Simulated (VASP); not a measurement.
**Optical-spectrum calculation, with input and output: MgB2 (part 1 of 3)**

System: MgB2 (3 atoms in the cell).
Method: Kohn-Sham DFT of a periodic cell, LDA, VASP PAW LDA potentials, recommended, no spin polarisation (VASP 6.6.1).

The structure derives from an entry of the Crystallography Open Database.

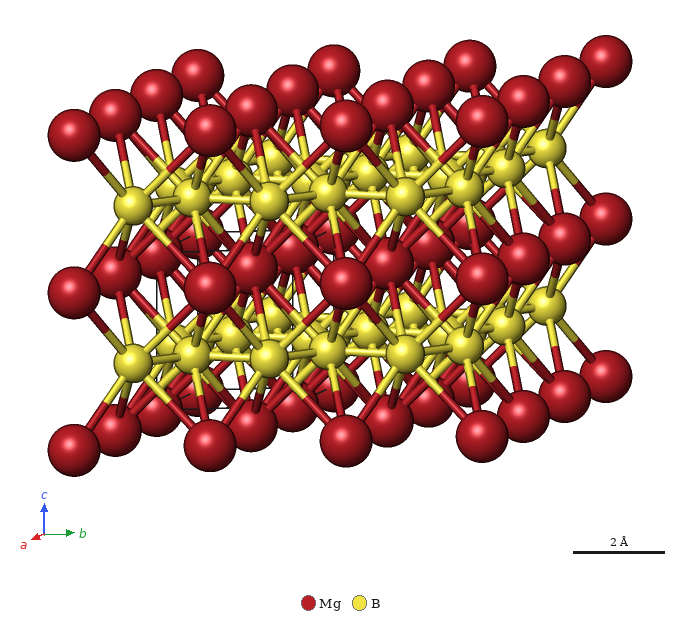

The structure (ball-and-stick view of the cell of the calculation, repeated 3 × 3 × 2, seen slightly off an axis). Near neighbours in the crystal (not all of them lie inside the picture): Mg has 12 B at 2.51 Å; B has 3 B at 1.78 Å and 6 Mg at 2.51 Å.

## INCAR
```
SYSTEM = MgB2
ALGO = Normal
CSHIFT = 0.1
EDIFF = 1E-6
ENCUT = 520
ISIF = 2
ISMEAR = -1
LASPH = .TRUE.
LCHARG = .FALSE.
LOPTICS = .TRUE.
LREAL = .FALSE.
LWAVE = .FALSE.
NBANDS = 36
NEDOS = 1000
NELM = 100
PREC = Accurate
SIGMA = 0.05
```

## KPOINTS
```
k-points
0
G
  20 20 16
  0 0 0
```

## POSCAR
```
MgB2
1.0
    3.0850000000      0.0000000000      0.0000000000
   -1.5425000000      2.6716883707      0.0000000000
    0.0000000000      0.0000000000      3.5230000000
Mg B
1 2
Direct
    0.0000000000      0.0000000000      0.0000000000
    0.3333333333      0.6666666667      0.5000000000
    0.6666666667      0.3333333333      0.5000000000
```

Run on 1 thread of Intel Xeon (Sapphire Rapids), 288 GiB of memory available, shared host.

Launched with:
```bash
cat potpaw_LDA.64/Mg/POTCAR potpaw_LDA.64/B/POTCAR > POTCAR
mpirun -np 1 vasp_std > vasp.out
```

## OSZICAR
```
N       E                     dE             d eps       ncg     rms          rms(c)
DAV:   1     0.131974612509E+02    0.13197E+02   -0.30666E+03 29096   0.187E+02
DAV:   2    -0.183824706037E+02   -0.31580E+02   -0.29646E+02 34676   0.598E+01
DAV:   3    -0.190868054674E+02   -0.70433E+00   -0.69870E+00 35340   0.715E+00
DAV:   4    -0.190876537421E+02   -0.84827E-03   -0.84816E-03 34244   0.242E-01
DAV:   5    -0.190876545955E+02   -0.85341E-06   -0.85313E-06 34644   0.817E-03    0.516E+00
DAV:   6    -0.175177282970E+02    0.15699E+01   -0.11424E+00 33340   0.199E+00    0.229E+00
DAV:   7    -0.172594599521E+02    0.25827E+00   -0.59874E-01 35740   0.139E+00    0.662E-01
DAV:   8    -0.172572484544E+02    0.22115E-02   -0.52763E-02 33064   0.510E-01    0.369E-01
DAV:   9    -0.172497734619E+02    0.74750E-02   -0.12234E-02 35380   0.189E-01    0.377E-02
DAV:  10    -0.172497774711E+02   -0.40092E-05   -0.23009E-04 35648   0.391E-02    0.170E-02
DAV:  11    -0.172497741477E+02    0.33234E-05   -0.43609E-06 35864   0.405E-03    0.268E-03
DAV:  12    -0.172497741121E+02    0.35597E-07   -0.19950E-07 25872   0.105E-03
   1 F= -.17249774E+02 E0= -.17246716E+02  d E =-.611609E-02
 imaginary and real dielectric function
```

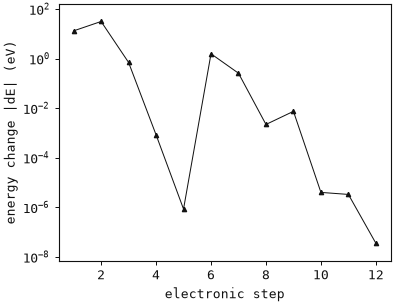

Convergence of the self-consistent field: energy change |dE| against the electronic step. It takes 12 electronic steps. The density is held fixed in the first few steps, and dE rises again when its update begins.

## Parts of OUTCAR
```
SYSTEM = MgB2
   EDIFF = 1E-6
   ENCUT = 520
   ISIF = 2
   ISMEAR = -1
   LASPH = .TRUE.
   LREAL = .FALSE.
   NELM = 100
   PREC = Accurate

 ion  position               nearest neighbor table
   1  0.000  0.000  0.000-   2 2.51   3 2.51   2 2.51   3 2.51   3 2.51   3 2.51   2 2.51   2 2.51
                             3 2.51   3 2.51   2 2.51   2 2.51
   2  0.333  0.667  0.500-   3 1.78   3 1.78   3 1.78   1 2.51   1 2.51   1 2.51   1 2.51   1 2.51
                             1 2.51
   3  0.667  0.333  0.500-   2 1.78   2 1.78   2 1.78   1 2.51   1 2.51   1 2.51   1 2.51   1 2.51
                             1 2.51

  LATTYP: Found a hexagonal cell.
 ALAT       =     3.0850000000
 C/A-ratio  =     1.1419773096

  Lattice vectors:

 A1 = (   3.0850000000,   0.0000000000,   0.0000000000)
 A2 = (  -1.5425000000,   2.6716883707,   0.0000000000)
 A3 = (   0.0000000000,   0.0000000000,   3.5230000000)

Analysis of symmetry for initial positions (statically):
=====================================================================
 Subroutine PRICEL returns:
 Original cell was already a primitive cell.

 Routine SETGRP: Setting up the symmetry group for a
 hexagonal supercell.

 Subroutine GETGRP returns: Found 24 space group operations
 (whereof 24 operations were pure point group operations)
 out of a pool of 24 trial point group operations.

The static configuration has the point symmetry D_6h.

Analysis of symmetry for dynamics (positions and initial velocities):
=====================================================================
 Subroutine PRICEL returns:
 Original cell was already a primitive cell.

 Routine SETGRP: Setting up the symmetry group for a
 hexagonal supercell.

 Subroutine GETGRP returns: Found 24 space group operations
 (whereof 24 operations were pure point group operations)
 out of a pool of 24 trial point group operations.

The dynamic configuration has the point symmetry D_6h.

 Subroutine INISYM returns: Found 24 space group operations
 (whereof 24 operations are pure point group operations),
 and found     1 'primitive' translations

----------------------------------------------------------------------------------------

                                     Primitive cell

  volume of cell :      29.0371

  direct lattice vectors                    reciprocal lattice vectors
     3.085000000  0.000000000  0.000000000     0.324149109  0.187147575  0.000000000
    -1.542500000  2.671688371  0.000000000     0.000000000  0.374295150  0.000000000
     0.000000000  0.000000000  3.523000000     0.000000000  0.000000000  0.283848992

  length of vectors
     3.085000000  3.085000000  3.523000000     0.374295150  0.374295150  0.283848992

  position of ions in fractional coordinates (direct lattice)
     0.000000000  0.000000000  0.000000000
     0.333333333  0.666666667  0.500000000
     0.666666667  0.333333333  0.500000000

  ion indices of the primitive-cell ions
   primitive index   ion index
                 1           1
                 2           2
                 3           3

----------------------------------------------------------------------------------------

 KPOINTS: k-points

Automatic generation of k-mesh.
 Grid dimensions read from file:
 generate k-points for:   20   20   16

 Generating k-lattice:

  Cartesian coordinates                     Fractional coordinates (reciprocal lattice)
     0.016207455  0.009357379  0.000000000     0.050000000  0.000000000  0.000000000
     0.000000000  0.018714758  0.000000000     0.000000000  0.050000000  0.000000000
     0.000000000  0.000000000  0.017740562     0.000000000  0.000000000  0.062500000

  Length of vectors
     0.018714758  0.018714758  0.017740562

  Shift w.r.t. Gamma in fractional coordinates (k-lattice)
     0.000000000  0.000000000  0.000000000

 Subroutine IBZKPT returns following result:
 ===========================================

 Found    396 irreducible k-points:

 Following reciprocal coordinates:
            Coordinates               Weight
  0.000000  0.000000  0.000000      1.000000
  0.050000  0.000000  0.000000      6.000000
  0.100000  0.000000  0.000000      6.000000
  0.150000  0.000000  0.000000      6.000000
  0.200000  0.000000  0.000000      6.000000
  0.250000  0.000000  0.000000      6.000000
  0.300000  0.000000  0.000000      6.000000
  0.350000  0.000000  0.000000      6.000000
  0.400000  0.000000  0.000000      6.000000
  0.450000  0.000000  0.000000      6.000000
  0.500000  0.000000  0.000000      3.000000
  0.050000  0.050000  0.000000      6.000000
  0.100000  0.050000  0.000000     12.000000
  0.150000  0.050000  0.000000     12.000000
  0.200000  0.050000  0.000000     12.000000
  0.250000  0.050000  0.000000     12.000000
  0.300000  0.050000  0.000000     12.000000
  0.350000  0.050000  0.000000     12.000000
  0.400000  0.050000  0.000000     12.000000
  0.450000  0.050000  0.000000     12.000000
  0.100000  0.100000  0.000000      6.000000
  0.150000  0.100000  0.000000     12.000000
  0.200000  0.100000  0.000000     12.000000
  0.250000  0.100000  0.000000     12.000000
 [... further k-points ...]
   k-points           NKPTS =    396   k-points in BZ     NKDIM =    396   number of bands    NBANDS=     36
   number of dos      NEDOS =   1000   number of ions     NIONS =      3
   total plane-waves  NPLWV =  16128
   dimension x,y,z NGX =    24 NGY =   24 NGZ =   28
   dimension x,y,z NGXF=    48 NGYF=   48 NGZF=   56
   ions per type =               1   2
   NGX,Y,Z   is equivalent  to a cutoff of  12.93, 12.93, 13.21 a.u.
   NGXF,Y,Z  is equivalent  to a cutoff of  25.87, 25.87, 26.43 a.u.
 SYSTEM =  MgB2
   PREC   = accura    normal or accurate (medium, high low for compatibility)
   ISTART =      0    job   : 0-new  1-cont  2-samecut
   ICHARG =      2    charge: 1-file 2-atom 10-const
   ISPIN  =      1    spin polarized calculation?
   LNONCOLLINEAR =      F non collinear calculations
   LSORBIT =      F    spin-orbit coupling
   LASPH  =      T    aspherical Exc in radial PAW
   ENCUT  =  520.0 eV  38.22 Ry    6.18 a.u.   5.74  5.74  6.55*2*pi/ulx,y,z
   NELM   =    100;   NELMIN=  2; NELMDL= -5     # of ELM steps
   EDIFF  = 0.1E-05   stopping-criterion for ELM
   LREAL  =      F    real-space projection
   EDIFFG = 0.1E-04   stopping-criterion for IOM
   NSW    =      0    number of steps for IOM
   IBRION =     -1    ionic relax: 0-MD 1-quasi-New 2-CG
   NFREE  =      0    steps in history (QN), initial steepest desc. (CG)
   ISIF   =      2    stress and relaxation
   ISYM   =      2    0-nonsym 1-usesym 2-fastsym
   POTIM  = 0.5000    time-step for ionic-motion
   TEBEG  =    0.0;   TEEND  =   0.0 temperature during run
   PSTRESS=    0.0 pullay stress
   NELECT =       8.0000    total number of electrons
   NUPDOWN=      -1.0000    fix difference up-down
   EMIN   =  10.00;   EMAX   =-10.00  energy-range for DOS
   EFERMI =   0.00;   METHOD = LEGACY
   ISMEAR =    -1;   SIGMA  =   0.05  broadening in eV -4-tet -1-fermi 0-gaus
   EFERMI_NEDOS =   21; number of points for ismear=-14 and -15
   IALGO  =     38    algorithm
   IMIX   =      4    mixing-type and parameters
     AMIX     =   0.40;   BMIX     =  1.00
     AMIX_MAG =   1.60;   BMIX_MAG =  1.00
  volume/ion in A,a.u.               =       9.68        65.32
  Fermi-wavevector in a.u.,A,eV,Ry     =   1.065255  2.013040 15.439462  1.134768
  Thomas-Fermi vector in A             =   2.200801
   LORBIT       =      0    0 simple, 1 ext, 2 COOP (PROOUT), +10 PAW based schemes
   GGA     = CA    functional components
   LHFCALC =     F    Hartree Fock is set to
   AEXX    =    0.0000 exact exchange contribution
   IVDW    =     0    specifies the selected vdW correction
   LEPSILON=     F    determine dielectric tensor
   LRPA    =     F    only Hartree local field effects (RPA)
 non-spin polarized calculation
  energy-cutoff  :      520.00
  volume of cell :       29.04
 maximum number of plane-waves:       806
 NGX is ok and might be reduce to    24
   NGX = 11   NGY = 11   NGZ = 13

 number of electron       8.0000000 magnetization

 Free energy of the ion-electron system (eV)
  ---------------------------------------------------
  ext. energy  EPLUGINS =         0.00000000
  ---------------------------------------------------
  free energy    TOTEN  =       -17.24977411 eV

  energy without entropy =      -17.24365802  energy(sigma->0) =      -17.24671607

 E-fermi :   5.1791     XC(G=0): -11.0947     alpha+bet :-13.7019

 val. band max:        5.1783415567   @ k =   0.1000   0.0000   0.5000
 cond. band min:       5.1808462741   @ k =   0.4500   0.0500   0.0625
 fundamental gap:      0.0025047174
 Fermi energy:         5.1791407410

 k-point     1 :       0.0000    0.0000    0.0000
  band No.  band energies     occupation
      1      -7.0775      2.00000
      2       2.2851      2.00000
      3       5.5626      0.00093
      4       5.5626      0.00093
      5       6.8615      0.00000
      6      11.4751      0.00000
      7      11.4751      0.00000
      8      13.4284      0.00000
      9      15.0256      0.00000
     10      17.7320      0.00000
     11      21.2161      0.00000
     12      21.2161      0.00000
     13      23.8650      0.00000
     14      23.8650      0.00000
     15      23.8908      0.00000
     16      24.7069      0.00000

 k-point     2 :       0.0500    0.0000    0.0000
  band No.  band energies     occupation
      1      -7.0343      2.00000
      2       2.3274      2.00000
      3       5.3371      0.08140
      4       5.4547      0.00804
      5       6.8991      0.00000
      6      11.4541      0.00000
      7      11.6698      0.00000
      8      13.5127      0.00000
      9      14.8740      0.00000
     10      17.9543      0.00000
     11      20.9866      0.00000
     12      21.1006      0.00000
     13      22.6602      0.00000
     14      23.3547      0.00000
     15      24.5216      0.00000
     16      24.7967      0.00000

 k-point     3 :       0.1000    0.0000    0.0000
  band No.  band energies     occupation
      1      -6.9048      2.00000
      2       2.4539      2.00000
      3       4.7288      1.99975
      4       5.1711      1.07984
      5       7.0164      0.00000
      6      11.3412      0.00000
      7      12.2126      0.00000
      8      13.7720      0.00000
      9      14.4377      0.00000
     10      18.5706      0.00000
     11      20.4499      0.00000
     12      20.8152      0.00000
     13      21.4608      0.00000
     14      22.5642      0.00000
     15      24.9375      0.00000
     16      24.9471      0.00000

 k-point     4 :       0.1500    0.0000    0.0000
  band No.  band energies     occupation
      1      -6.6896      2.00000
      2       2.6637      2.00000
      3       3.8775      2.00000
      4       4.7929      1.99912
      5       7.2145      0.00000
      6      11.1151      0.00000
      7      13.0176      0.00000
      8      13.7651      0.00000
      9      14.1273      0.00000
     10      19.4632      0.00000
     11      19.8659      0.00000
     12      20.4337      0.00000
     13      20.4625      0.00000
     14      21.8178      0.00000
     15      24.9894      0.00000
     16      25.5065      0.00000

 k-point     5 :       0.2000    0.0000    0.0000
  band No.  band energies     occupation
      1      -6.3896      2.00000
      2       2.9024      2.00000
      3       2.9547      2.00000
      4       4.3902      2.00000
      5       7.4873      0.00000
      6      10.8330      0.00000
      7      12.9229      0.00000
      8      14.0057      0.00000
      9      14.3956      0.00000
     10      19.4328      0.00000
     11      19.5965      0.00000
     12      20.1115      0.00000
     13      20.5170      0.00000
     14      21.1578      0.00000
     15      24.9522      0.00000
     16      26.1851      0.00000

 [... the levels of 18 k-points are left out ...]

 k-point    24 :       0.2500    0.1000    0.0000
  band No.  band energies     occupation
      1      -5.4153      2.00000
      2       0.9122      2.00000
      3       2.9737      2.00000
      4       3.8847      2.00000
      5       8.4383      0.00000
      6      10.8650      0.00000
      7      11.0657      0.00000
      8      13.6533      0.00000
      9      16.1742      0.00000
     10      17.1595      0.00000
     11      18.7782      0.00000
     12      20.2930      0.00000
     13      21.7569      0.00000
     14      22.6011      0.00000
     15      25.4967      0.00000
     16      26.9260      0.00000

 [... further k-points ...]

 [bands above 16 left out]

------------------------ aborting loop because EDIFF is reached ----------------------------------------

  FORCE on cell =-STRESS in cart. coord.  units (eV):
  Direction    XX          YY          ZZ          XY          YZ          ZX
  --------------------------------------------------------------------------------------
  -------------------------------------------------------------------------------------
  Total       -1.6061294     -1.6061294     -1.2400995      0.0000000      0.0000000      0.0000000
  in kB      -88.6211749    -88.6211749    -68.4247959      0.0000000      0.0000000      0.0000000
  external PRESSURE =     -81.8890486 kB  Pullay stress =       0.0000000 kB

 VOLUME and BASIS-vectors are now :
 -----------------------------------------------------------------------------
  energy-cutoff  :      520.00
  volume of cell :       29.04
      direct lattice vectors                 reciprocal lattice vectors
     3.085000000  0.000000000  0.000000000     0.324149109  0.187147575  0.000000000
    -1.542500000  2.671688371  0.000000000     0.000000000  0.374295150  0.000000000
     0.000000000  0.000000000  3.523000000     0.000000000  0.000000000  0.283848992

 POSITION                                       TOTAL-FORCE (eV/Angst)
 -----------------------------------------------------------------------------------
      0.00000      0.00000      0.00000         0.000000      0.000000      0.000000
     -0.00000      1.78113      1.76150         0.000000      0.000000      0.000000
      1.54250      0.89056      1.76150        -0.000000     -0.000000      0.000000
```
